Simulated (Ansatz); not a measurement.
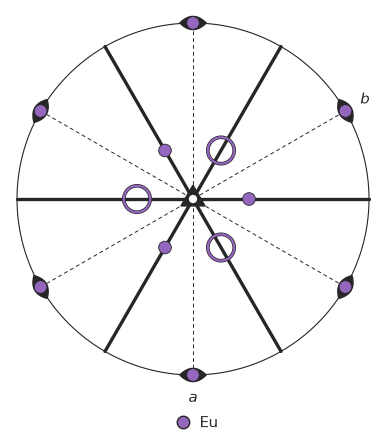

Directions from one europium atom at (0, 0, 0) to its bonded neighbours, in stereographic projection down c (filled: above the plane of the page or in it, open: below). Crystal: Eu, the input geometry of an electronic-structure calculation (not necessarily at equilibrium); the starting structure was generated, so it need not be a known form of this composition. Symmetry computed with spglib at a tolerance of 0.002 Å; standard conventional cell.

Neighbours are counted up to 4.68 Å for Eu. The symmetry elements of the site are drawn in: heavy lines are mirror planes (a heavy rim: a mirror in the plane of the page); lens, triangle, square and hexagon are 2-, 3-, 4- and 6-fold axes, a lens in an open square is −4, a triangle in an open hexagon −6; thin dashed diameters join the ends of axes that lie in the page; a small open circle marks inversion.

```
CELL_PARAMETERS angstrom
4.18285 0.00000 0.00000
-2.09143 3.62246 0.00000
0.00000 0.00000 13.64043
ATOMIC_POSITIONS crystal
Eu 0.00000 0.00000 0.00000
Eu 0.00000 0.00000 0.50000
Eu 0.33333 0.66667 0.25000
Eu 0.66667 0.33333 0.75000
```

Question: How many neighbours are there, and at what angles?

Answer: 12: 12 Eu at 4.18 Å. Angles between bonds: 60° (24×), 90° (12×), 120° (24×), 180° (6×).

Question: What is the site's symmetry in the crystal?

Answer: Point group -3m (D3d), order 12: one threefold axis, three twofold axes, three mirror planes, an inversion centre. In P6_3/mmc, No. 194 this is Wyckoff position 2a.
